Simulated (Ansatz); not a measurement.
## ZnSe: Wannier-function calculation (part 1 of 2)

ZnSe (4 atoms in the cell), computed with maximally localised Wannier functions of PBE bands, plane waves, PAW, no spin polarisation (Ansatz 0.2.0).

The structure was built on a prototype by a generator. The geometry comes from this level: r2SCAN. It belongs to a series of runs on one base structure; here: metal d and anion p. Figures and captions count atoms from 1; the log counts them from 0 in places.

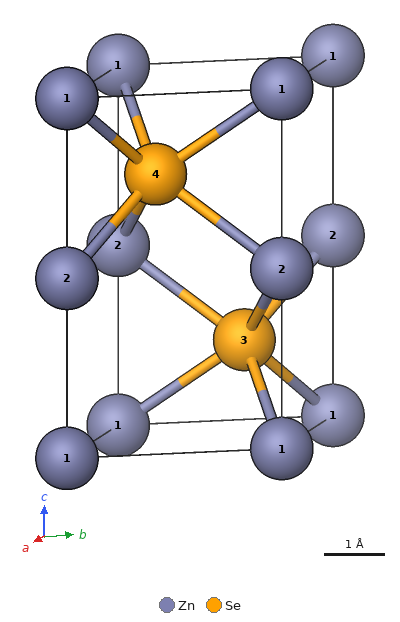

**Figure 1.** The structure as given in the input (ball-and-stick view of the cell of the calculation, seen slightly off an axis; atoms are numbered from 1 in the order of the input). Near neighbours in the crystal (not all of them lie inside the picture): Zn has 6 Se at 2.67 Å; Se has 6 Zn at 2.67 Å.

**Key numbers**

| quantity | value |
| --- | --- |
| outcome | converged |
| space group (tolerance 0.01 Å) | P6₃/mmc (194) |
| electrons treated | 56 |
| free energy | −17577.7687 eV |
| total spread of the Wannier functions | 21.402 Å² |
| Fermi energy | 9.542 eV |
| band gap | none (metallic) |
| hardware | 4 threads of AMD EPYC (Zen 3), 189 GiB of memory available, shared host |
| wall time | 20 s (CPU time 37 s) |
| peak memory | 0.47 GiB |

**The input**
```yaml
crystal:
  lattice:
    - [3.7796697619, 0.0, 0.0]
    - [-1.889834881, 3.2732900317, 0.0]
    - [0.0, 0.0, 6.1318974053]
  atoms:
    - { symbol: Zn, position: [0.0, 0.0, 0.0] }
    - { symbol: Zn, position: [0.0, 0.0, 0.5] }
    - { symbol: Se, position: [0.3333333333, 0.6666666667, 0.25] }
    - { symbol: Se, position: [0.6666666667, 0.3333333333, 0.75] }
kpoints:
  mp_grid: { grid: [6, 6, 4] }
  band_path:
    path:
      - [[0.0, 0.0, 0.0], [0.5, 2.623923783392e-17, 1.157954173469e-34], [0.3333333333333, 0.3333333333333, 6.773029517344e-35], [0.0, 0.0, 0.0], [-1.368213194896e-52, -3.916595282169e-52, 0.5], [0.5, 2.623923783392e-17, 0.5], [0.3333333333333, 0.3333333333333, 0.5], [-1.368213194896e-52, -3.916595282169e-52, 0.5]]
      - [[0.5, 2.623923783392e-17, 0.5], [0.5, 2.623923783392e-17, 1.157954173469e-34]]
      - [[0.3333333333333, 0.3333333333333, 0.5], [0.3333333333333, 0.3333333333333, 6.773029517344e-35]]
    npoints: 10
hamiltonian:
  xc: pbe
scf:
  occupations: { method: fermi_dirac, width: 0.02 }
  n_extra_bands: 6
output:
  forces: false
  stress: false
  eigenvalues: true
  wannier:
    kmesh: [6, 6, 4]
    projections: [{ species: Zn, l: d, shell: 3 }, { species: Se, l: p, shell: 4 }]
    minimise: true
    write_hr: true
    conv_tol: 1.0e-08
    max_iter: 3000
  write_density: true
  write_potential: true
  elf: true
  volumetric_format: npy
```

**File wannier.win**
```
! ansatz wannier90 interface
! projections by site (counted from 0) and shell: 0 3D, 1 3D, 2 4P, 3 4P
! states of the run's bands (counted from 1): 13-28
! their least projectability: 0.6779
num_bands = 16
num_wann  = 16
num_iter  = 2000
conv_tol = 1e-8
conv_window = 5
guiding_centres = true
write_hr = true

begin unit_cell_cart
Ang
        3.779669761887714   2.8867582428855995e-11                      0.0
      -1.8898348809688568        3.273290031696207                      0.0
                      0.0                      0.0             6.1318974053
end unit_cell_cart

begin atoms_frac
Zn                       0.0                      0.0                      0.0
Zn                       0.0                      0.0                      0.5
Se        0.3333333333333333       0.6666666666666667                     0.25
Se        0.6666666666666667       0.3333333333333333                     0.75
end atoms_frac

mp_grid = 6 6 4
```

Launched with:
```bash
ansatz run input.yaml --threads 4 --pin off --max-ram 3686MiB --backend cpu --events-out ev --progress --plain --runs-dir out
```

**What the program printed**
```
scf.n_extra_bands = 6 over 28 filled bands (N_el = 56.0): the run solves 34 bands
Engine: ansatz 0.2.0, x86_64-unknown-linux-gnu
Pseudopotentials: kind: paw
Pseudopotential: Zn, paw, valence charge 12, recommended cutoff 420 eV (normal), Zn.paw.azcp
Pseudopotential: Se, paw, valence charge 16, recommended cutoff 420 eV (normal), Se.paw.azcp
Functional definition: PBE
  parameter kappa = 0.804
  parameter beta = 0.06672455060314922
  exchange = pbe_x(kappa = kappa, mu = beta*pi^2/3)
  correlation = pbe_c(beta = beta)
Crystal: 4 atoms, lattice volume = 75.864 Å³
Basis set: ecut = 420 eV, 1473 PW (Γ)
Bands: 34, of which v1, the nominal top of the filled ones, is band 28 counted from 1 (27 counted from 0)
Symmetry: 24 space group operations
Space group: P63/mmc (ITA 194), of the structure as read, at distance tolerance 4.2e-5 Å
k-points: 21 of 144
Non-local potential: Zn, projectors of the file, l = 0: 2, l = 1: 2, l = 2: 3, l = 3: 1
Non-local potential: Se, projectors of the file, l = 0: 2, l = 1: 2, l = 2: 3, l = 3: 1
PAW form: soft (Blöchl's): semilocal exchange-correlation on the pseudo side does not see the compensation charge
PAW one-centre angular grid: Zn, 590 points (default); XC on 64 Gauss nodes
PAW one-centre angular grid: Se, 590 points (default); XC on 64 Gauss nodes
Initial density: superposition of atomic densities (neutral atoms: chi_scale 0, normalization atom), corrected by the library's trained network
Initial wavefunctions: pseudopotential atomic-orbital guess
Functional: x = pbe(κ = 0.804, μ = 0.2195149727645171), c = pbe(β = 0.06672455060314922)
SCF iter   1: F=—  HF=-17577.769797 eV  |F-HF|=—  |Δ(HF+E_count)|=         —  Δρ=1.91e-3  dr2=3.68e-3  ethr=1.77e-3  ⟨swp⟩=6.5  Hψ=3074  notcnv=0
preconditioner: auto → LDOS  [insulator: Δε(μ)=0.495 eV  Ē_g=11.076 eV  σ=0.020 eV  W_gap=0.68  n_scr=22 (ndim 8)  ℏωp=25.6 eV  f_vac=0.013  D(μ)=0.96/eV (n_scr^D=2)  ε∞_Penn≈6.3  β→1.0]
SCF iter   2: F=—  HF=-17577.769043 eV  |F-HF|=—  |Δ(HF+E_count)|=   7.54e-4  Δρ=8.43e-4  dr2=8.05e-4  ethr=6.57e-6  ⟨swp⟩=2.0  Hψ=1399  notcnv=0  defer=34
SCF iter   3: F=—  HF=-17577.768711 eV  |F-HF|=—  |Δ(HF+E_count)|=   3.31e-4  Δρ=1.68e-4  dr2=1.68e-5  ethr=1.44e-6  ⟨swp⟩=2.0  Hψ=1359  notcnv=0  defer=34
SCF iter   4: F=—  HF=-17577.768696 eV  |F-HF|=—  |Δ(HF+E_count)|=   1.52e-5  Δρ=6.65e-5  dr2=1.80e-6  ethr=3.00e-8  ⟨swp⟩=2.0  Hψ=1269  notcnv=0  defer=34
SCF iter   5: F=—  HF=-17577.768696 eV  |F-HF|=—  |Δ(HF+E_count)|=   1.33e-7  Δρ=2.46e-5  dr2=2.21e-7  ethr=3.22e-9  ⟨swp⟩=2.0  Hψ=1017  notcnv=0  defer=34
SCF iter   6: F=-17577.768696 eV  HF=-17577.768696 eV  |F-HF|=4.38e-9  |Δ(HF+E_count)|=   2.57e-8  Δρ=6.51e-6  dr2=1.40e-8  ethr=1.79e-10  ⟨swp⟩=6.4  Hψ=2516  notcnv=0
SCF 1 converged in 6 iterations: F = -17577.768696 eV  dr2 = 1.40e-8
  greatest PAW one-centre occupation: 1.000 electrons in one spin orbital (limit 2), on the Se atom at site 3 (counted from 0), in its partial waves of l = 2
```

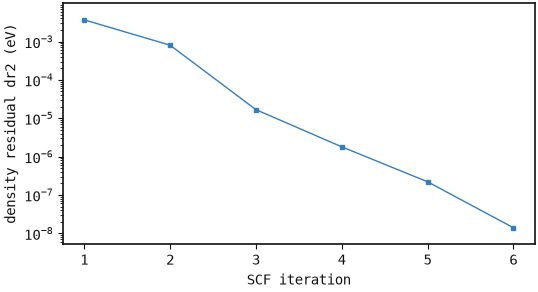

**Figure 2.** Convergence of the self-consistent field: density residual dr2 against the SCF iteration. The residual falls at every step.

```
NSCF: frozen V_eff on 93 k-points
NSCF: frozen V_eff on 25 k-points
the Wannier pass solved 25 of the 144 points of its mesh, and has the states at the others by symmetry: states obtained by the crystal's operations at points that were solved too leave a residual of 2.71e-13 eV (read by the count's bands and the next), within 5.56e-6 eV
SCF converged after 6 iterations
Free energy (F): -17577.768696 eV
Harris-Foulkes:  -17577.768696 eV  (|F-HF|=4.38e-9)
Internal energy: -17577.767545 eV  (E = F + TS)
E sigma→0 (E₀):  -17577.768121 eV
Entropy (-TS):   -0.001151 eV (-0.288 meV/atom)
Fermi energy:    9.542039 eV
--- Per-component energies (eV) ---
  E_band       = -626.670622
  E_kinetic    = 500.170291
  E_local      = -7688.886800  (includes V_loc(G=0)·N_el)
  E_nonlocal   = 41.063733
  E_hartree    = 3592.367844
  E_xc         = -482.220875
  E_vxc        = -299.725270  (∫ρ·V_xc dr)
  E_paw        = -7483.063713  (= ΣΔE_a)
  E_vpaw       = -364.019416  (= ΣTr[D̂ρ^β])
  E_aug_tail   = -0.001954  (compensation charges beyond the density's cutoff)
  E_ewald      = -6057.196069
  E_smearing   = -0.001151  (= −TS)
  E_closure    = -0.000000  (closes the sum)
  Σ components = -17577.768696   (vs F -17577.768696, Δ=0.00e0)
--- Band table (eV; the first three rows and the last of 21) ---
  k-point 0: bands = ["-37.5697", "-37.5697", "-37.5691", "-37.5691", "-37.5688", "-37.5686", "-37.5639", "-37.5639", "-37.5639", "-37.5639", "-4.4485", "-3.0097", "2.3304", "2.5523", "2.5523", "2.6221", "2.8442", "2.8442", "2.8547", "2.8547", "3.0066", "3.0066", "3.9927", "8.8759", "8.8759", "9.1005", "9.3516", "9.3516", "9.9988", "12.4975", "15.5754", "15.5754", "16.9832", "17.1582"]
  k-point 1: bands = ["-37.5696", "-37.5696", "-37.5692", "-37.5692", "-37.5688", "-37.5686", "-37.5639", "-37.5639", "-37.5639", "-37.5639", "-4.2871", "-3.2929", "2.5707", "2.5981", "2.5981", "2.6639", "2.8162", "2.8162", "2.8623", "2.8623", "2.9724", "2.9724", "4.3113", "7.4422", "8.9670", "8.9670", "9.3038", "9.3038", "11.3579", "12.5512", "15.4912", "15.4912", "16.3182", "16.3182"]
  k-point 2: bands = ["-37.5694", "-37.5694", "-37.5694", "-37.5694", "-37.5687", "-37.5687", "-37.5639", "-37.5639", "-37.5639", "-37.5639", "-3.8456", "-3.8456", "2.7098", "2.7098", "2.7098", "2.7098", "2.7220", "2.7220", "2.9102", "2.9102", "2.9102", "2.9102", "5.5532", "5.5532", "9.1572", "9.1572", "9.1572", "9.1572", "12.3609", "12.3609", "15.6160", "15.6160", "15.6160", "15.6160"]
  k-point 20: bands = ["-37.5696", "-37.5696", "-37.5695", "-37.5695", "-37.5682", "-37.5682", "-37.5635", "-37.5635", "-37.5634", "-37.5634", "-2.8006", "-2.8006", "2.5949", "2.5949", "2.7815", "2.7815", "2.8124", "2.8124", "2.9276", "2.9276", "3.1511", "3.1511", "4.2785", "4.2785", "5.3264", "5.3264", "9.1285", "9.1285", "12.5397", "12.5397", "13.4523", "13.4523", "17.0136", "17.0136"]
Wannier search: line search 1 of at most 3000: gauge-dependent spread (as the search counts it) 1.1932370 Å², largest recent change 1.3e-1 Å² and fall left 1.5e-4 Å² against conv_tol 1.0e-8 Å², 0 stops escaped
```

**File rho_z.tsv**
```
# z_ang	rho[e/angstrom^3]
# format = ansatz-planar-average/11
# lattice	3.779669762	0.000000000	0.000000000
# lattice	-1.889834881	3.273290032	0.000000000
# lattice	0.000000000	0.000000000	6.131897405
# sites	4
# site	30	0.000000000	0.000000000	0.000000000
# site	30	0.000000000	0.000000000	3.065948703
# site	34	-0.000000000	2.182193354	1.532974351
# site	34	1.889834881	1.091096677	4.598923054
0.000000	1.334043e0
0.136264	1.141310e0
0.272529	7.557218e-1
0.408793	4.620044e-1
0.545058	3.280797e-1
0.681322	2.909194e-1
0.817586	3.063901e-1
0.953851	3.830116e-1
1.090115	5.635256e-1
1.226379	8.948515e-1
1.362644	1.320576e0
1.498908	1.596896e0
1.635173	1.496606e0
1.771437	1.107345e0
1.907701	7.096283e-1
2.043966	4.566783e-1
2.180230	3.350309e-1
2.316495	2.925522e-1
2.452759	3.015243e-1
2.589023	3.782379e-1
2.725288	5.877337e-1
2.861552	9.511788e-1
2.997817	1.281942e0
3.134081	1.281942e0
3.270345	9.511788e-1
3.406610	5.877337e-1
3.542874	3.782379e-1
3.679138	3.015243e-1
3.815403	2.925522e-1
3.951667	3.350309e-1
4.087932	4.566783e-1
4.224196	7.096283e-1
4.360460	1.107345e0
4.496725	1.496606e0
4.632989	1.596896e0
4.769254	1.320576e0
4.905518	8.948515e-1
5.041782	5.635256e-1
5.178047	3.830116e-1
5.314311	3.063901e-1
5.450575	2.909194e-1
5.586840	3.280797e-1
5.723104	4.620044e-1
5.859369	7.557218e-1
5.995633	1.141310e0
```

**File v_z.tsv**
```
# z_ang	v_es[eV]	v_tot[eV]
# format = ansatz-planar-average/11
# xc	pbe
# density_cutoff_ev	1680
# datasets	Zn=:simpson_from_first_knot:soft	Se=:simpson_from_first_knot:soft
# lattice	3.779669762	0.000000000	0.000000000
# lattice	-1.889834881	3.273290032	0.000000000
# lattice	0.000000000	0.000000000	6.131897405
# sites	4
# site	30	0.000000000	0.000000000	0.000000000
# site	30	0.000000000	0.000000000	3.065948703
# site	34	-0.000000000	2.182193354	1.532974351
# site	34	1.889834881	1.091096677	4.598923054
0.000000	4.151215e0	-6.588543e0
0.136264	4.341769e0	-6.347204e0
0.272529	4.871830e0	-5.664161e0
0.408793	5.615803e0	-4.692095e0
0.545058	6.301155e0	-3.762210e0
0.681322	6.649704e0	-3.273430e0
0.817586	6.769385e0	-3.200966e0
0.953851	6.821371e0	-3.328367e0
1.090115	6.798687e0	-3.616645e0
1.226379	6.819478e0	-3.903374e0
1.362644	6.871950e0	-4.097334e0
1.498908	6.896996e0	-4.185089e0
1.635173	6.888439e0	-4.155809e0
1.771437	6.847679e0	-4.012243e0
1.907701	6.799263e0	-3.770466e0
```
